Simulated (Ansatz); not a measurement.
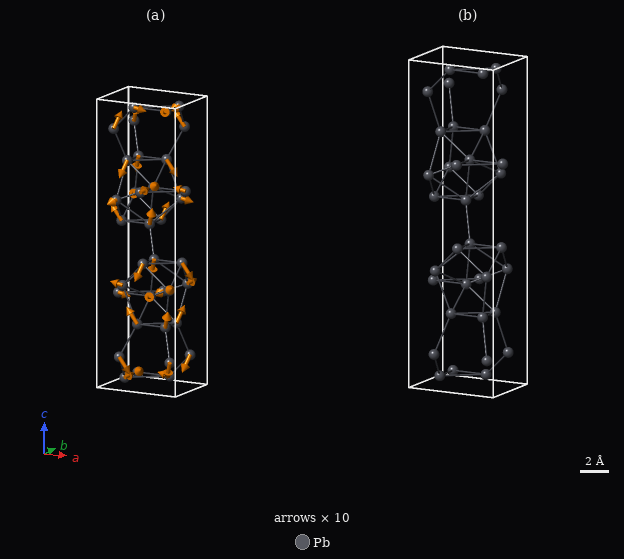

The structure of solid Pb (built on the alpha-boron_166 type) (coarse preliminary run) before (left) and after (right) a relaxation, at one scale. The orange arrows give the displacements (the part carried along by the change of the cell is left out), magnified 10 times.

Style: ball-and-stick. Shown: the conventional cell (3 times the calculation's cell), slightly off an axis. Lengths and directions refer to the drawn axes.

Case: alpha-boron type (R-3m, No. 166).

All numbers below come from Ansatz, DFT r2SCAN, scalar-relativistic, plane waves, PAW. Set-up: plane-wave cutoff 500 eV; k-point mesh 3 × 3 × 3; occupations gaussian; smearing width 0.1 eV; no spin polarisation; cell and atoms relaxed; force threshold 0.04 eV/Å; at most 70 steps.

### What changed between the two?

The largest moves relative to the cell, 0.15 Å, are those of Pb atoms. The drawn cell changes as follows: a = b 8.129 → 8.726 Å (+7.4 %), c 20.794 → 23.623 Å (+13.6 %); the volume changes by +30.9 %. Among the contacts that change: Pb–Pb 2.762 → 3.252 Å, Pb–Pb 2.898 → 3.253 Å, Pb–Pb 2.950 → 3.296 Å, Pb–Pb 2.975 → 3.269 Å. Among the angles between lasting bonds that change: Pb–Pb–Pb 129.2° → 135.4°, Pb–Pb–Pb 115.0° → 110.0°, Pb–Pb–Pb 107.0° → 109.7°. The space group stays R-3m (No. 166). The energy falls by 481 meV per atom in 5 accepted moves (6 points after the start). The largest force component goes from 2.4 to 0.0098 eV/Å. Pressure: 16.74 GPa at the start and 0.01 GPa at the end. At 1 point the geometry stayed and the basis and grid were re-selected for the new cell (energy shift of 0.9 meV per atom at most each time).
